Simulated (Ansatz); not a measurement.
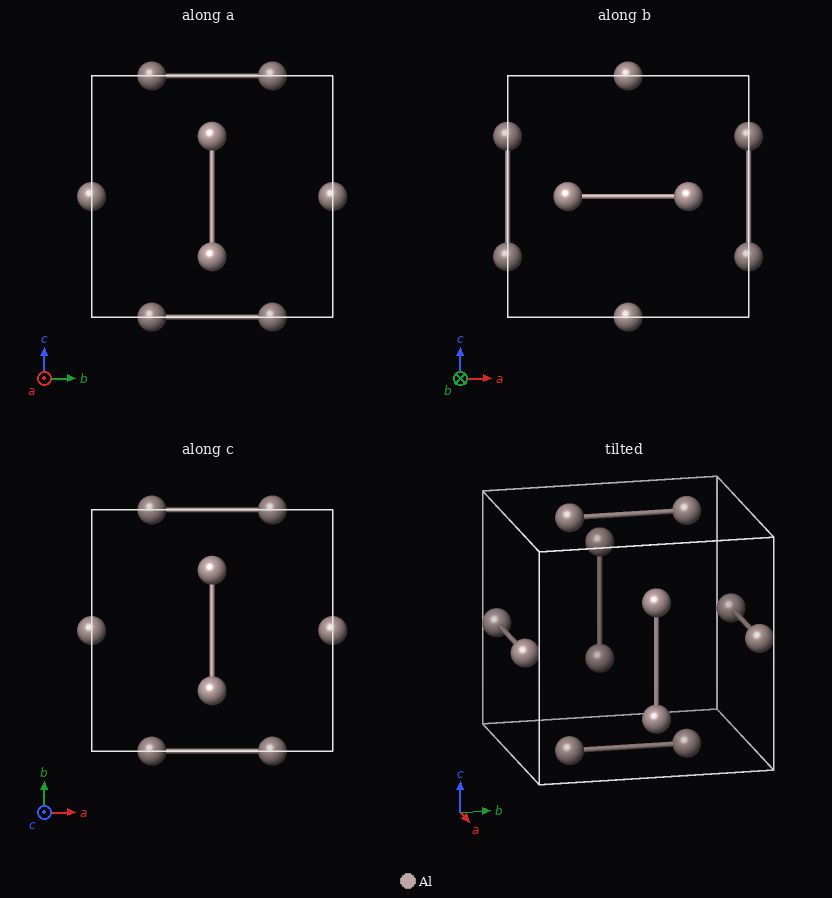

The crystal in a ball-and-stick representation, seen along the a axis, along the b axis, along the c axis and slightly off an axis. The conventional unit cell is drawn as a box.

Lattice parameters: a = 4.987 Å, b = 4.987 Å, c = 4.987 Å, α = 90.00°, β = 90.00°, γ = 90.00°.

### Transcribe the picture into a table of Wyckoff sites.

Space group Pm-3n (No. 223).
```json
{"atom": "Al", "site": "6c", "x": "0.2500", "y": "0.0000", "z": "0.5000"}
```

Provenance: a random cell made by a generator, so it need not be a real form of the element. It is drawn as it came out of a relaxation with Ansatz 0.2.0, DFT PBE, scalar-relativistic, plane waves, PAW.
